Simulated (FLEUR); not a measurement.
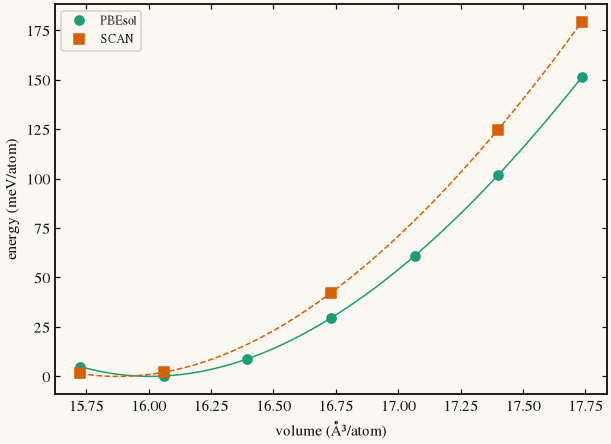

The picture above shows the energy against volume, with one curve for each functional, for W (space group Fm-3m).

Method: all-electron LAPW DFT, no spin polarisation; energies at scaled volumes of the given cell, shape and fractions fixed, counted from the fit's minimum, third-order Birch-Murnaghan fit (FLEUR MaX-R8.1 (later development tree)). All runs: no spin polarisation.

```csv
setting,value
k mesh,11×11×11
occupations,Fermi–Dirac
smearing width,0.05 eV
potentials,all electron
```

Question: Order the curves by fitted equilibrium volume, smallest first.

Answer: SCAN 15.876, PBEsol 16.007 Å³/atom.

Question: Order the curves by fitted bulk modulus, smallest first.

Answer: PBEsol 313.1, SCAN 324.6 GPa.
